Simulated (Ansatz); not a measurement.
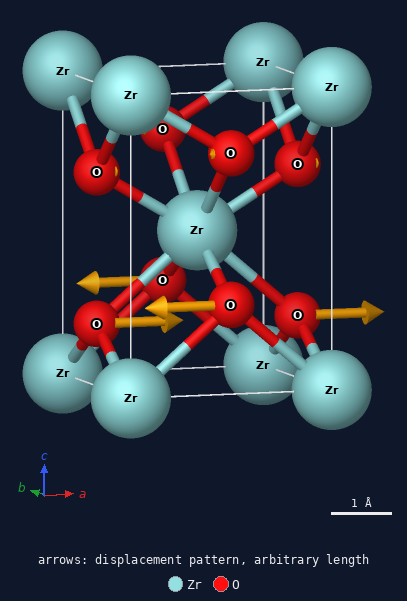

Normal modes of solid ZrO2 relaxed at 3 GPa, space group P4₂/nmc (No. 137), at the zone centre. The optical levels lie at 135 (×2), 139 (×2), 271, 317, 332, 438 (×2), 454 (×2), 594, 644 (×2), 654 cm⁻¹. One mode is drawn. The orange arrows give the relative displacements of the atoms. A ball-and-stick model of the cell of the calculation, seen slightly off an axis.

These are results of DFT PBEsol, scalar-relativistic, plane waves, PAW (Ansatz 0.2.0), not measurements. (plane-wave cutoff 420 eV; k-point mesh 6 × 6 × 6; occupations fixed; target pressure 3 GPa; no spin polarisation)

Frequencies are those without the non-analytic (LO–TO) term.

Which of these frequencies is the drawn mode's?

Answer. The level at 454 cm⁻¹. This is the E_g mode (doubly degenerate; one member of the set is drawn), optical level 7 of 10, counted from below, Raman-active by symmetry. The Zr atoms hardly move; all motion is along a; atoms of one kind move against one another, with no net shift of their sublattice; the kinetic energy is shared as O 99 %, Zr 1 %.
